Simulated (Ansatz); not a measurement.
MgO

The calculation's input:

```
crystal:
  lattice:
    - [3.3077869865, 0.0, 0.0]
    - [-1.6538934933, 2.8646275606, 0.0]
    - [0.0, 0.0, 4.98288167]
  atoms:
    - { symbol: Mg, position: [0.6666666667, 0.3333333333, 0.50215974] }
    - { symbol: Mg, position: [0.3333333333, 0.6666666667, 0.00215974] }
    - { symbol: O, position: [0.6666666667, 0.3333333333, 0.90244026] }
    - { symbol: O, position: [0.3333333333, 0.6666666667, 0.40244026] }
hamiltonian:
  xc: { exchange: pbe, correlation: pbe, exx: { coeff: 0.25, omega: 0.3 } }
  pseudopotentials: { kind: paw }
kpoints:
  mp_grid: { grid: [5, 5, 3] }
scf:
  occupations: { method: fermi_dirac, width: 0.05 }
output:
  forces: true
  stress: true
  eigenvalues: true
  write_density: true
  write_potential: true
  elf: true
  volumetric_format: npy
```

Launched as:

```sh
ansatz run input.yaml --threads 2 --pin off --max-ram 5632MiB --backend cpu --events-out ev --progress --plain --runs-dir out
```

Below, planes, directions and counts refer to the conventional cell (a = 3.31 Å, b = 3.31 Å, c = 4.98 Å, α = 90.00°, β = 90.00°, γ = 120.00°).

Space group P6₃mc; a structure from a database of computed crystals, not necessarily the ambient phase.

Method: Ansatz 0.2.0, Kohn-Sham DFT of a periodic cell, HSE06 form with a typed share of exact exchange, Ansatz PAW.

The density is the valence pseudo-density of a PAW calculation; it isn't the true density close to the nuclei.

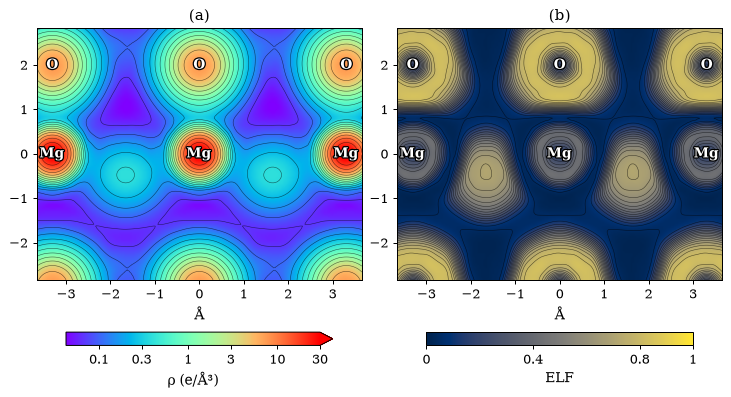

Figure 1. (a) valence charge density (pseudo); (b) ELF on the (100) plane of the conventional cell.

Q: Describe what can be read from this map.

A: Atoms in the plane: Mg and O.
Mg–O (1.99 Å): the density is about 0.45 e/Å³ at the midpoint; the ELF peaks at about 0.85 in the valence shell of O, 0.7 Å from its nucleus, and is about 0.35 at the midpoint: a closed-shell, largely ionic contact.
Between the atoms the lowest density in this plane is 0.04 e/Å³.

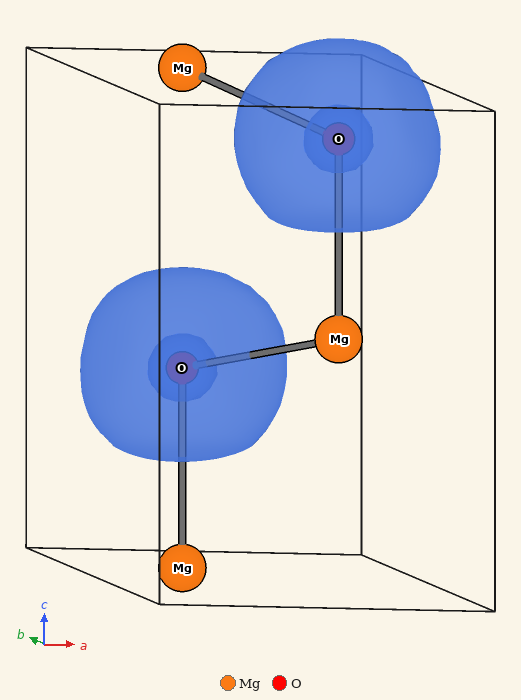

Figure 2. Isosurface of the electron localisation function at 0.65 (blue), seen slightly off an axis. Only the valence region is drawn (cores and ρ < 0.01 e/Å³ removed). Sticks mark near contacts.

Q: Identify the bonds, lone pairs and shells in this picture.

A: The ELF exceeds this value in two regions wrapped around O (the valence shell of each), counted in one cell of 4 atoms. Any copies at cell faces, edges or corners count once. Profiles from the grid: Mg–O (1.97 Å): the ELF peaks at about 0.85 in the valence shell of O, 0.7 Å from its nucleus, and is about 0.35 at the midpoint (an ionic contact with no shared pair).

Q: Metal or insulator at this level of theory?

A: It is gapped, with a Kohn–Sham gap of 4.8 eV on the k-point mesh, an upper bound to the gap of this method.
